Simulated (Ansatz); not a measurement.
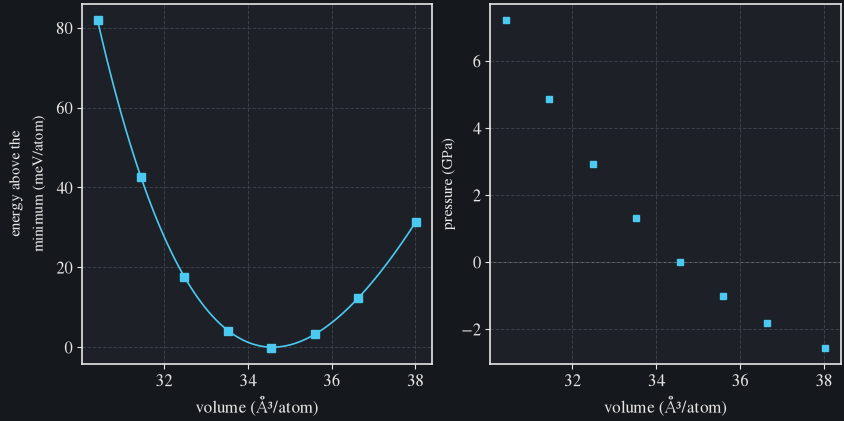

The figure shows the energy above the minimum and pressure against volume for Bi, space group R-3m (No. 166).

Cell as given: a = 4.682 Å, b = 4.682 Å, c = 4.682 Å, α = 57.93°, β = 57.93°, γ = 57.93°; 2 atoms.

Calculation (Ansatz 0.2.0): third-order Birch-Murnaghan fit to density functional energies at scaled volumes of the given relaxed cell, shape and atoms relaxed at each volume; energies count from the fitted minimum; plane waves with PAW datasets, Γ-centred k mesh. Level: PBE with D3(BJ), no spin polarisation.

wave cutoff 420 eV; k mesh 12×12×12; occupations Gaussian; smearing width 0.1 eV.

Question: What equilibrium volume and bulk modulus follow from the curve?

Answer: A third-order Birch–Murnaghan fit gives V0 = 34.59 Å³/atom, B0 = 37.7 GPa.

Question: How does the pressure vary with volume?

Answer: It falls from 7.22 GPa at volume 30.416 Å³/atom to −2.55 GPa at 38.020 Å³/atom, and changes sign near 34.6 Å³/atom.

Question: Is there a gap?

Answer: No, the levels on the k mesh show a metal at every point.
